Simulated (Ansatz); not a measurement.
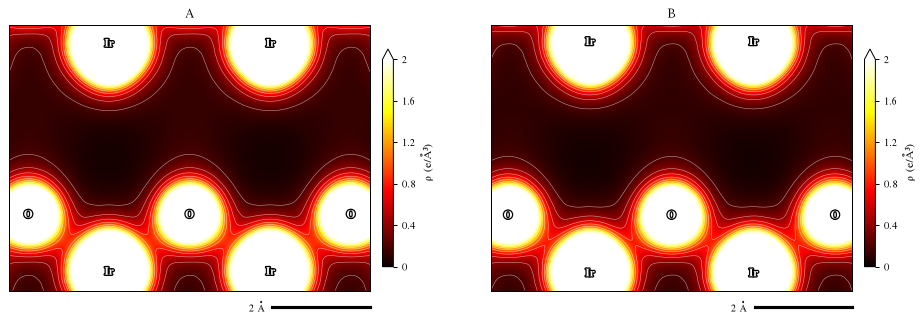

IrO. The valence electron density of two cells that differ in size, on the (11̄0) plane of each (indices in the axes of the calculation cell), at one length scale and on one colour scale: B has 13.2 Å³ an atom and A 12.7.

Space group F-43m; started from the zinc blende prototype, which need not be the ambient phase; computed without spin polarisation.

Level of theory: DFT r2SCAN, scalar-relativistic, plane waves, PAW in Ansatz 0.2.0.

What changes from the larger cell to the smaller?

From the larger cell to the smaller, Ir–O goes from 2.05 to 2.02 Å, and the density at its midpoint from 0.84 to 0.9 e/Å³; the pressure goes from 0.0 to 9 GPa.
